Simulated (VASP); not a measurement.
**A VASP study of SrO (r2SCAN): structure first, properties next**

Aim: relax SrO, then compute properties on the relaxed cell. The steps: full relaxation (r2SCAN), density, ELF and potential (r2SCAN), bands along the symmetry lines (r2SCAN), density of states (r2SCAN), independent-particle dielectric function (r2SCAN), band structure (r2SCAN + SOC), band structure (HSE06) and band structure (TB-mBJ). The start is a cell from a database of measured crystal structures.

Calculated with VASP 6.6.1; r2SCAN; plane waves and PAW (Sr_sv, O), in the first sound run; inputs show where later runs differ.

**1. Set-up**

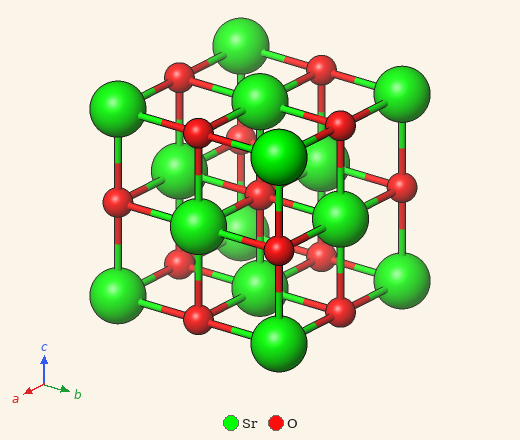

Start, viewed from a free direction; strontium green, oxygen red. This picture shows the conventional cell, with its axes. Some periodic images of atoms are drawn too.

As a file:

```xyz
2
Lattice="0.0000 2.5807 2.5807 2.5807 0.0000 2.5807 2.5807 2.5807 0.0000" Properties=species:S:1:pos:R:3 pbc="T T T"
Sr    0.0000    0.0000    0.0000
O     2.5807    2.5807    2.5807
```

**2. Full relaxation (r2SCAN)**

Properties are meant for the cell that this level of theory prefers, so cell and atoms are relaxed first (ISIF = 3) until forces and stress are small; EDIFFG sets the threshold. r2SCAN adds the kinetic-energy density, costs more than a GGA and is run with LASPH.

The input, INCAR:

```
SYSTEM = SrO
PREC = Accurate
ENCUT = 520
EDIFF = 1E-06
NELM = 100
ISMEAR = 0
SIGMA = 0.05
LREAL = .FALSE.
ALGO = Normal
METAGGA = R2SCAN
LASPH = .TRUE.
NBANDS = 14
LORBIT = 11
LWAVE = .FALSE.
LCHARG = .FALSE.
KPAR = 2
IBRION = 2
NSW = 60
ISIF = 3
EDIFFG = -0.01
```

The input, POSCAR:

```
SrO
1.0
    0.0000000000      2.5806600000      2.5806600000
    2.5806600000      0.0000000000      2.5806600000
    2.5806600000      2.5806600000      0.0000000000
Sr O
1 1
Direct
    0.0000000000      0.0000000000      0.0000000000
    0.5000000000      0.5000000000      0.5000000000
```

The input, KPOINTS:

```
Automatic mesh
0
Gamma
9 9 9
0 0 0
```

The projector-augmented-wave data sets are Sr_sv and O (PBE family, release 64).

The run is started by

```sh
> mpirun -np 2 vasp_std
```

What it wrote:

```text
[banner, memory and clock lines left out]
running    2 mpi-ranks, on    1 nodes
 distrk:  each k-point on    1 cores,    2 groups
 distr:  one band on    1 cores,    1 groups

 POSCAR found type information on POSCAR SrO
 POSCAR found :  2 types and       2 ions
|                                                                             |
|               ----> ADVICE to this user running VASP <----                  |
|                                                                             |
|     You enforced a specific xc type in the INCAR file but a different       |
|     [... a line on the potential file left out ...]
|     I HOPE YOU KNOW WHAT YOU ARE DOING!                                     |
|                                                                             |

 LDA part: xc-table for (None), standard interpolation
 POSCAR, INCAR and KPOINTS ok, starting setup
 FFT: planning ... GRIDC
 FFT: planning ... GRID_SOFT
 FFT: planning ... GRID
 WAVECAR not read
 entering main loop
       N       E                     dE             d eps       ncg     rms          rms(c)
DAV:   1     0.509485083550E+02    0.50949E+02   -0.86720E+03   980   0.115E+03
DAV:   2    -0.310931036732E+02   -0.82042E+02   -0.74087E+02  1330   0.231E+02
DAV:   3    -0.346439641615E+02   -0.35509E+01   -0.35245E+01  1298   0.439E+01
DAV:   4    -0.347171488163E+02   -0.73185E-01   -0.73139E-01  1158   0.602E+00
DAV:   5    -0.347192797445E+02   -0.21309E-02   -0.21309E-02  1298   0.808E-01    0.157E+01
DAV:   6    -0.269086532876E+02    0.78106E+01   -0.48159E+00  1280   0.180E+01    0.149E+01
DAV:   7    -0.270384051151E+02   -0.12975E+00   -0.23828E-01  1022   0.421E+00    0.843E+00
DAV:   8    -0.270602392752E+02   -0.21834E-01   -0.10833E-01  1016   0.351E+00    0.864E-01
DAV:   9    -0.270553873729E+02    0.48519E-02   -0.23528E-02  1220   0.143E+00    0.261E-01
DAV:  10    -0.270556024330E+02   -0.21506E-03   -0.22494E-03  1062   0.457E-01    0.135E-01
DAV:  11    -0.270558256866E+02   -0.22325E-03   -0.29741E-04  1004   0.186E-01    0.679E-02
DAV:  12    -0.270558211804E+02    0.45062E-05   -0.61949E-05  1116   0.684E-02    0.185E-02
DAV:  13    -0.270558178930E+02    0.32874E-05   -0.12999E-05  1106   0.364E-02    0.776E-03
DAV:  14    -0.270558173405E+02    0.55253E-06   -0.12133E-06   652   0.116E-02
   1 F= -.27055817E+02 E0= -.27055817E+02  d E =-.270558E+02
 curvature:   0.00 expect dE= 0.000E+00 dE for cont linesearch  0.000E+00
 trial: gam= 0.00000 g(F)=  0.150E-61 g(S)=  0.631E-03 ort = 0.000E+00 (trialstep = 0.100E+01)
 search vector abs. value=  0.631E-03
 bond charge predicted
       N       E                     dE             d eps       ncg     rms          rms(c)
DAV:   1    -0.270605641182E+02   -0.47462E-02   -0.10021E-01  1064   0.277E+00    0.703E-01
DAV:   2    -0.270568326442E+02    0.37315E-02   -0.12414E-02  1208   0.953E-01    0.168E-01
DAV:   3    -0.270561283522E+02    0.70429E-03   -0.98258E-04  1588   0.327E-01    0.110E-01
DAV:   4    -0.270559635525E+02    0.16480E-03   -0.70382E-04  1682   0.195E-01    0.776E-02
DAV:   5    -0.270559877701E+02   -0.24218E-04   -0.29972E-05  1418   0.573E-02    0.225E-02
DAV:   6    -0.270559902232E+02   -0.24530E-05   -0.28906E-05  1562   0.375E-02    0.855E-03
DAV:   7    -0.270559888646E+02    0.13586E-05   -0.86319E-07   718   0.102E-02    0.260E-03
DAV:   8    -0.270559890502E+02   -0.18566E-06   -0.68209E-08   514   0.207E-03
   2 F= -.27055989E+02 E0= -.27055989E+02  d E =-.171710E-03
 trial-energy change:   -0.000172  1 .order   -0.000168   -0.000631    0.000296
 step:   0.6810(harm=  0.6810)  dis= 0.00000  next Energy=   -27.056032 (dE=-0.215E-03)
 bond charge predicted
       N       E                     dE             d eps       ncg     rms          rms(c)
DAV:   1    -0.270565013414E+02   -0.51248E-03   -0.10193E-02  1064   0.884E-01    0.229E-01
DAV:   2    -0.270561184823E+02    0.38286E-03   -0.12553E-03  1202   0.304E-01    0.533E-02
DAV:   3    -0.270560416871E+02    0.76795E-04   -0.99986E-05  1596   0.104E-01    0.334E-02
DAV:   4    -0.270560262108E+02    0.15476E-04   -0.71402E-05  1682   0.623E-02    0.236E-02
DAV:   5    -0.270560323675E+02   -0.61567E-05   -0.30770E-06  1268   0.185E-02    0.649E-03
DAV:   6    -0.270560345259E+02   -0.21584E-05   -0.30931E-06  1480   0.124E-02    0.282E-03
DAV:   7    -0.270560349566E+02   -0.43067E-06   -0.91842E-08   514   0.326E-03
   3 F= -.27056035E+02 E0= -.27056035E+02  d E =-.217616E-03
 curvature:  -0.34 expect dE=-0.153E-07 dE for cont linesearch -0.153E-07
 trial: gam=-0.00838 g(F)=  0.120E-60 g(S)=  0.451E-07 ort = 0.533E-05 (trialstep = 0.936E+00)
 search vector abs. value=  0.103E-09
 reached required accuracy - stopping structural energy minimisation
```

It took 67 s on 2 MPI ranks of Intel Xeon 6975P-C (Granite Rapids), shared host; peak memory 0.32 GiB; 2.2 min of CPU time.

Lines that name or quote the potential files are left out of all logs, and their timing lines are given in words.

Parts of OUTCAR (step 2):

```text
ion  position               nearest neighbor table
   1  0.000  0.000  0.000-   2 2.58   2 2.58   2 2.58   2 2.58   2 2.58   2 2.58
   2  0.500  0.500  0.500-   1 2.58   1 2.58   1 2.58   1 2.58   1 2.58   1 2.58

  LATTYP: Found a face centered cubic cell.
 ALAT       =     5.1613200000

 Subroutine GETGRP returns: Found 48 space group operations
 (whereof 48 operations were pure point group operations)

The static configuration has the point symmetry O_h .

 Found     35 irreducible k-points:

   k-points           NKPTS =     35   k-points in BZ     NKDIM =     35   number of bands    NBANDS=     14

   dimension x,y,z NGX =    28 NGY =   28 NGZ =   28
   dimension x,y,z NGXF=    56 NGYF=   56 NGZF=   56

   ENCUT  =  520.0 eV  38.22 Ry    6.18 a.u.   6.79  6.79  6.79*2*pi/ulx,y,z

   NELECT =      16.0000    total number of electrons

 k-points in reciprocal lattice and weights: Automatic mesh
   0.00000000  0.00000000  0.00000000       0.001
   0.11111111  0.00000000  0.00000000       0.011
   0.22222222  0.00000000  0.00000000       0.011
   0.33333333  0.00000000  0.00000000       0.011
   0.44444444  0.00000000  0.00000000       0.011
   0.11111111  0.11111111  0.00000000       0.008
   0.22222222  0.11111111  0.00000000       0.033
   0.33333333  0.11111111  0.00000000       0.033
   0.44444444  0.11111111  0.00000000       0.033
[...]
-0.33333333  0.44444444  0.11111111       0.033
  -0.33333333  0.44444444  0.22222222       0.033

 average (electrostatic) potential at core
       1 -41.1776       2 -74.4218

 E-fermi :   1.4912

 k-point     1 :       0.0000    0.0000    0.0000
  band No.  band energies     occupation
    ...
      4     -13.2999      2.00000
      5     -13.2999      2.00000
      6       1.2688      2.00000
      7       1.2688      2.00000
      8       1.2688      2.00000
      9       5.8103      0.00000
     10       8.0100      0.00000
     11       8.0100      0.00000
     12       8.0100      0.00000
     13      10.2953      0.00000
    ...

 k-point     2 :       0.1111    0.0000    0.0000
  band No.  band energies     occupation
    ...
      4     -13.3087      2.00000
      5     -13.1013      2.00000
      6       0.9260      2.00000
      7       1.1178      2.00000
      8       1.1178      2.00000
      9       6.3566      0.00000
     10       7.8734      0.00000
     11       8.2534      0.00000
     12       8.2534      0.00000
     13      10.6166      0.00000
    ...

 k-point     3 :       0.2222    0.0000    0.0000
  band No.  band energies     occupation
    ...
      4     -13.3309      2.00000
      5     -12.7492      2.00000
      6       0.2301      2.00000
      7       0.7670      2.00000
      8       0.7670      2.00000
      9       7.5935      0.00000
     10       7.8054      0.00000
     11       8.9302      0.00000
     12       8.9302      0.00000
     13      11.4517      0.00000
    ...

  Total        0.0007892      0.0007892      0.0007892     -0.0000000     -0.0000000      0.0000000
  in kB        0.0366180      0.0366180      0.0366180     -0.0000000     -0.0000000      0.0000000
  external PRESSURE =       0.0366180 kB  Pullay stress =       0.0000000 kB

  energy-cutoff  :      520.00
  volume of cell :       34.53
      direct lattice vectors                 reciprocal lattice vectors
     0.000000000  2.584618711  2.584618711    -0.193452132  0.193452132  0.193452132
     2.584618711  0.000000000  2.584618711     0.193452132 -0.193452132  0.193452132
     2.584618711  2.584618711 -0.000000000     0.193452132  0.193452132 -0.193452132

 POSITION                                       TOTAL-FORCE (eV/Angst)
 -----------------------------------------------------------------------------------
      0.00000      0.00000      0.00000         0.000000     -0.000000      0.000000
      2.58462      2.58462      2.58462         0.000000      0.000000     -0.000000
 -----------------------------------------------------------------------------------
    total drift:                                0.000000      0.000000      0.000000

  FREE ENERGIE OF THE ION-ELECTRON SYSTEM (eV)
  ---------------------------------------------------
  free  energy   TOTEN  =       -27.0560349566 eV

  energy  without entropy=      -27.0560349566  energy(sigma->0) =      -27.05603496

 reached required accuracy - stopping structural energy minimisation

 total charge
# of ion       s       p       d       tot
------------------------------------------
    1        2.014   5.900   0.233   8.147
    2        1.554   3.445   0.000   4.999
--------------------------------------------------
tot          3.568   9.344   0.233  13.146

[... 3 further parts left out ...]
```

CONTCAR:

```
SrO
   1.00000000000000
     0.0000000000000000    2.5846187113546284    2.5846187113546284
     2.5846187113546284    0.0000000000000000    2.5846187113546284
     2.5846187113546284    2.5846187113546284   -0.0000000000000000
  Sr              O
     1     1
Direct
     0.0000000000000000    0.0000000000000000    0.0000000000000000
     0.5000000000000000    0.5000000000000000    0.5000000000000000
```

The gap is read on the k-mesh alone, so it is an upper bound where the band edges lie off the mesh. The PAW data sets were made with PBE, which is usual practice but a small mismatch for other functionals. The run keeps the 48 symmetry operations of its start, so it cannot find a distortion of lower symmetry.

Step by step:

| step | energy less that of the first step (eV) | largest force (eV/Å) | pressure (GPa) | volume (Å³) |
| --- | --- | --- | --- | --- |
| 1 | 0.0000 | 0.0000 | 0.44 | 34.37 |
| 2 | -0.0002 | 0.0000 | -0.20 | 34.61 |
| 3 | -0.0002 | 0.0000 | 0.00 | 34.53 |

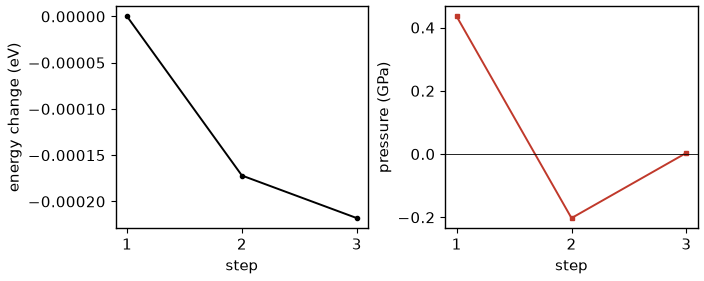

Energy and pressure along the relaxation.

| conventional cell, symmetrised | before | after | change |
| --- | --- | --- | --- |
| a (Å) | 5.161 | 5.169 | +0.2 % |
| b (Å) | 5.161 | 5.169 | +0.2 % |
| c (Å) | 5.161 | 5.169 | +0.2 % |
| volume (Å³/atom) | 17.19 | 17.27 | +0.5 % |

The relaxed structure:

```cif
data_structure
_symmetry_space_group_name_H-M 'P 1'
_symmetry_Int_Tables_number 1
_cell_length_a 3.6552
_cell_length_b 3.6552
_cell_length_c 3.6552
_cell_angle_alpha 60.000
_cell_angle_beta 60.000
_cell_angle_gamma 60.000
_cell_volume 34.53
loop_
_atom_site_label
_atom_site_type_symbol
_atom_site_fract_x
_atom_site_fract_y
_atom_site_fract_z
_atom_site_occupancy
Sr1 Sr 0.00000 0.00000 0.00000 1
O2 O 0.50000 0.50000 0.50000 1
```

This step gave:

| Item | Value |
| --- | --- |
| electrons | 16 |
| bands | 14 |
| irreducible k-points | 35 |
| symmetry operations | 48 |
| free energy (TOTEN) | -27.06 eV |
| Fermi energy | 1.491 eV |
| pressure | 0.003662 GPa |
| metallic | no |
| valence top at k | 0, 0, 0 |
| conduction bottom at k | 0.4444, 0.4444, 0 |
| least direct gap at k | 0.4444, 0.4444, 0 |
| SCF cycles over all ionic steps | 29 |
| gap on the k-mesh | 3.809 eV |
| least direct gap on the k-mesh | 3.912 eV |

It ends with forces that vanish by symmetry and a pressure of 0.00 GPa. The volume lies +0.5 % from that of the database's start.

**3. Density, ELF and potential (r2SCAN)**

The relaxed cell gets a fresh self-consistent run, on a basis set for its own volume, to fix the density and to check the remaining stress.

INCAR, as its differences from that of step 2:

```diff
@@ -14,7 +14,5 @@
 LWAVE = .FALSE.
-LCHARG = .FALSE.
-KPAR = 2
-IBRION = 2
-NSW = 60
-ISIF = 3
-EDIFFG = -0.01
+LCHARG = .TRUE.
+ISIF = 2
+LELF = .TRUE.
+LVHAR = .TRUE.
```

The input, POSCAR:

```
SrO
1.0
    0.0000000000      2.5846187114      2.5846187114
    2.5846187114      0.0000000000      2.5846187114
    2.5846187114      2.5846187114      0.0000000000
Sr O
1 1
Direct
    0.0000000000      0.0000000000      0.0000000000
    0.5000000000      0.5000000000      0.5000000000
```

KPOINTS is that of step 2.

The run is started by

```sh
> mpirun -np 2 vasp_std
```

What it wrote:

```text
[banner, memory and clock lines left out]
running    2 mpi-ranks, on    1 nodes
 distrk:  each k-point on    2 cores,    1 groups
 distr:  one band on    1 cores,    2 groups

 POSCAR found type information on POSCAR SrO
 POSCAR found :  2 types and       2 ions
 [... a notice as in an earlier step ...]

 LDA part: xc-table for (None), standard interpolation
 POSCAR, INCAR and KPOINTS ok, starting setup
 FFT: planning ... GRIDC
 FFT: planning ... GRID_SOFT
 FFT: planning ... GRID
 WAVECAR not read
 entering main loop
       N       E                     dE             d eps       ncg     rms          rms(c)
DAV:   1     0.509906930700E+02    0.50991E+02   -0.86525E+03   980   0.114E+03
DAV:   2    -0.311543696095E+02   -0.82145E+02   -0.74727E+02  1346   0.236E+02
DAV:   3    -0.346227823179E+02   -0.34684E+01   -0.34443E+01  1262   0.436E+01
DAV:   4    -0.347148964561E+02   -0.92114E-01   -0.92081E-01  1254   0.639E+00
DAV:   5    -0.347173994240E+02   -0.25030E-02   -0.25029E-02  1228   0.753E-01    0.155E+01
DAV:   6    -0.269081811301E+02    0.78092E+01   -0.48199E+00  1274   0.180E+01    0.148E+01
DAV:   7    -0.270385340597E+02   -0.13035E+00   -0.23673E-01  1022   0.419E+00    0.838E+00
DAV:   8    -0.270606981218E+02   -0.22164E-01   -0.10939E-01  1010   0.353E+00    0.827E-01
DAV:   9    -0.270558043435E+02    0.48938E-02   -0.24244E-02  1226   0.145E+00    0.260E-01
DAV:  10    -0.270559657954E+02   -0.16145E-03   -0.23301E-03  1076   0.467E-01    0.134E-01
DAV:  11    -0.270561882335E+02   -0.22244E-03   -0.30015E-04  1004   0.188E-01    0.668E-02
DAV:  12    -0.270561853867E+02    0.28468E-05   -0.56783E-05  1126   0.653E-02    0.184E-02
DAV:  13    -0.270561819358E+02    0.34509E-05   -0.13259E-05  1100   0.366E-02    0.813E-03
DAV:  14    -0.270561813575E+02    0.57832E-06   -0.12163E-06   650   0.116E-02
   1 F= -.27056181E+02 E0= -.27056181E+02  d E =-.303825E-12
```

Run time: 29 s. Hardware: 2 MPI ranks; peak memory 0.28 GiB; 56 s of CPU time.

From OUTCAR (step 3):

```text
  LATTYP: Found a face centered cubic cell.
 ALAT       =     5.1692374228

The static configuration has the point symmetry O_h .

 Found     35 irreducible k-points:

   ENCUT  =  520.0 eV  38.22 Ry    6.18 a.u.   6.80  6.80  6.80*2*pi/ulx,y,z

   NELECT =      16.0000    total number of electrons

 E-fermi :   1.4912

 k-point     1 :       0.0000    0.0000    0.0000
  band No.  band energies     occupation
    ...
      4     -13.2999      2.00000
      5     -13.2999      2.00000
      6       1.2689      2.00000
      7       1.2689      2.00000
      8       1.2689      2.00000
      9       5.8103      0.00000
     10       8.0100      0.00000
     11       8.0100      0.00000
     12       8.0100      0.00000
     13      10.2952      0.00000
    ...

 k-point     2 :       0.1111    0.0000    0.0000
  band No.  band energies     occupation
    ...
      4     -13.3087      2.00000
      5     -13.1013      2.00000
      6       0.9261      2.00000
      7       1.1179      2.00000
      8       1.1179      2.00000
      9       6.3566      0.00000
     10       7.8734      0.00000
     11       8.2533      0.00000
     12       8.2533      0.00000
     13      10.6166      0.00000
    ...

  Total        0.0002172      0.0002172      0.0002172     -0.0000000      0.0000000     -0.0000000
  in kB        0.0100770      0.0100770      0.0100770     -0.0000000      0.0000000     -0.0000000
  external PRESSURE =       0.0100770 kB  Pullay stress =       0.0000000 kB

  energy-cutoff  :      520.00
  volume of cell :       34.53
      direct lattice vectors                 reciprocal lattice vectors
     0.000000000  2.584618711  2.584618711    -0.193452132  0.193452132  0.193452132
     2.584618711  0.000000000  2.584618711     0.193452132 -0.193452132  0.193452132
     2.584618711  2.584618711  0.000000000     0.193452132  0.193452132 -0.193452132

 POSITION                                       TOTAL-FORCE (eV/Angst)
 -----------------------------------------------------------------------------------
      0.00000      0.00000      0.00000         0.000000     -0.000000     -0.000000
      2.58462      2.58462      2.58462        -0.000000      0.000000      0.000000
 -----------------------------------------------------------------------------------
    total drift:                                0.000000      0.000000      0.000000

  FREE ENERGIE OF THE ION-ELECTRON SYSTEM (eV)
  ---------------------------------------------------
  free  energy   TOTEN  =       -27.0561813575 eV

  energy  without entropy=      -27.0561813575  energy(sigma->0) =      -27.05618136

[... 6 parts as in an earlier step ...]

[... 5 further parts left out ...]
```

This step gave:

```yaml
scf_cycles: 14
pressure: 0.001008 GPa
```

Valence electrons inside each PAW sphere by angular momentum. Sphere charges, by row:

| atom | s (e) | p (e) | d (e) | tot (e) |
| --- | --- | --- | --- | --- |
| Sr1 | 2.014 | 5.9 | 0.233 | 8.147 |
| O2 | 1.554 | 3.445 | 0 | 4.999 |

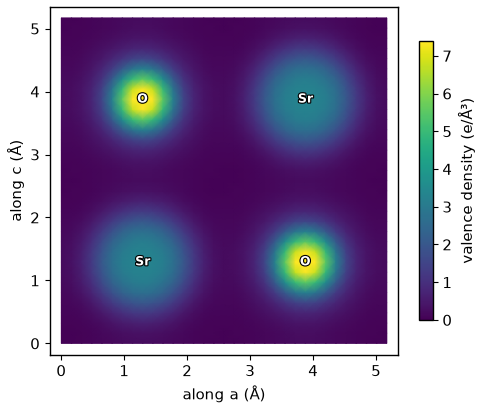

Valence density in the ac plane of the conventional cell at fractional y = 0.000, with atoms of Sr and O within 0.2 Å of it. It is the smooth field of the valence electrons, not physical close to the nuclei. The map starts off the cell's origin, so that atoms lie inside it.

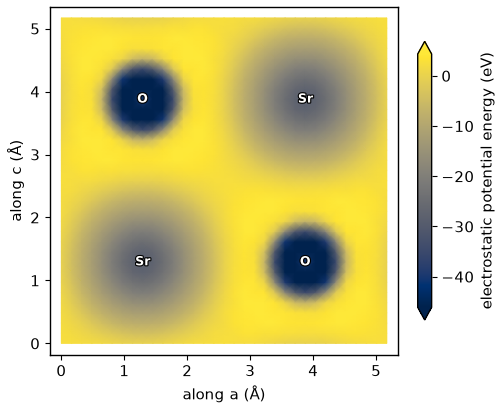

Electrostatic potential energy in the ac plane of the conventional cell at fractional y = 0.000, with atoms of Sr and O within 0.2 Å of it. With pseudopotentials it is smooth inside the atoms' cores, unlike the true potential. The map starts off the cell's origin, so that atoms lie inside it.

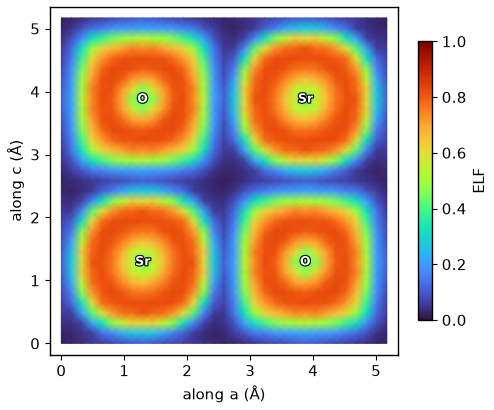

ELF in the ac plane of the conventional cell at fractional y = 0.000, with atoms of Sr and O within 0.2 Å of it. It is the smooth field of the valence electrons, not physical close to the nuclei. The map starts off the cell's origin, so that atoms lie inside it.

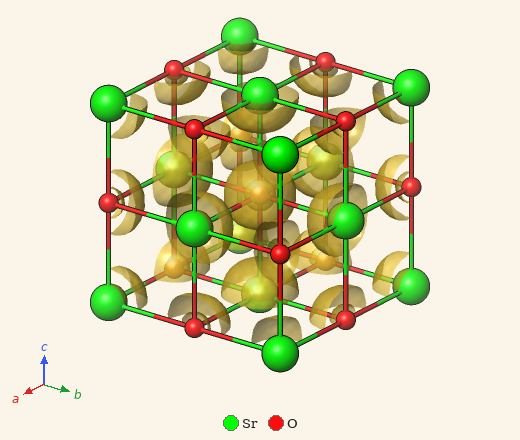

Surface of ELF = 0.75.

In this run the pressure is 0.00 GPa, small enough to go on.

[end of part 1 of 4]

[Lines on the potential files, build, host, timing and source positions are cut from VASP's logs without a mark.]

[Logs are printed without paths, hosts, clocks, repeated set-up lines and the standing remarks that a program may print on its own settings, such as how far it seeks lower states.]

[Hosts, paths, dates, database ids (printed as entryN), source tags and the programs' standing remarks are cut or masked in the printed files.]

[A measured line is paired with the nearest computed mode of its activity, which favours agreement.]
